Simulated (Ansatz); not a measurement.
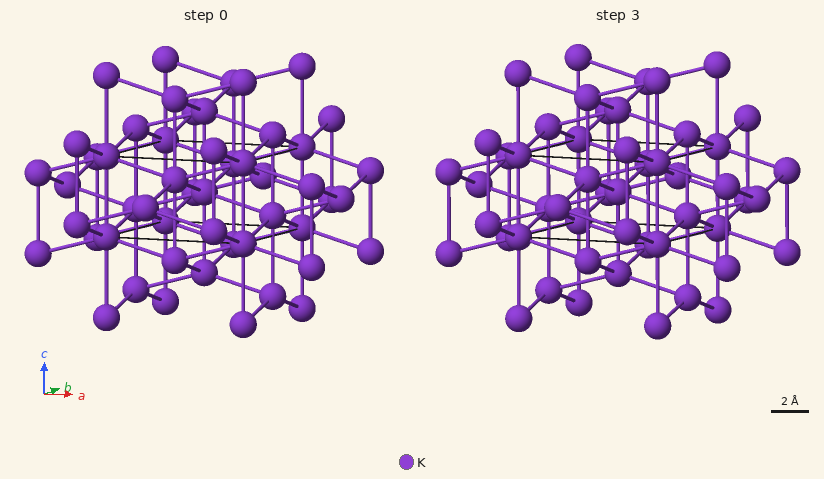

The structure of a crystal of K (a generated structure, set up in I4_1/amd) before (left) and after (right) a relaxation, at one scale.

The picture is a ball-and-stick view of the conventional cell (2 times the calculation's cell), seen slightly off an axis. Lengths and directions refer to the drawn axes.

Phase: beta-Sn type.

These are results of DFT, r2SCAN, plane waves (500 eV) with PAW, scalar-relativistic in Ansatz, not measurements. (plane-wave cutoff 500 eV; k-point mesh 8 × 8 × 6; occupations fermi dirac; smearing width 0.1 eV; no spin polarisation; cell and atoms relaxed; force threshold 0.01 eV/Å; at most 60 steps)

> Describe what moved and what it gained.

Over 2 accepted moves (3 points after the start) the energy falls by 1.5 meV per atom. The pressure goes from 0.14 to 0.00 GPa. The SCF was repeated once at an unchanged geometry on a basis and grid sized afresh for the cell, which shifted the energy by 0.1 meV per atom at most. No atom moves by more than 0.005 Å relative to the cell. The drawn cell changes as follows: a = b 8.186 → 8.308 Å (+1.5 %), c 4.470 → 4.525 Å (+1.2 %), α 90.0° → 90.3°, β 90.0° → 90.3°, γ 90.0° → 89.7°; the volume changes by +4.3 %. Some distances before and after: K–K 4.243 → 4.308 Å, K–K 4.470 → 4.525 Å. The space group (tolerance 0.01 Å) goes from I4_1/amd (No. 141) to C2/c (No. 15). The run took 2.6 min on 1 thread of Intel(R) Xeon(R) Platinum 8259CL CPU @ 2.50GHz (Skylake/Cascade Lake) (shared host), peak memory 1.2 GiB.
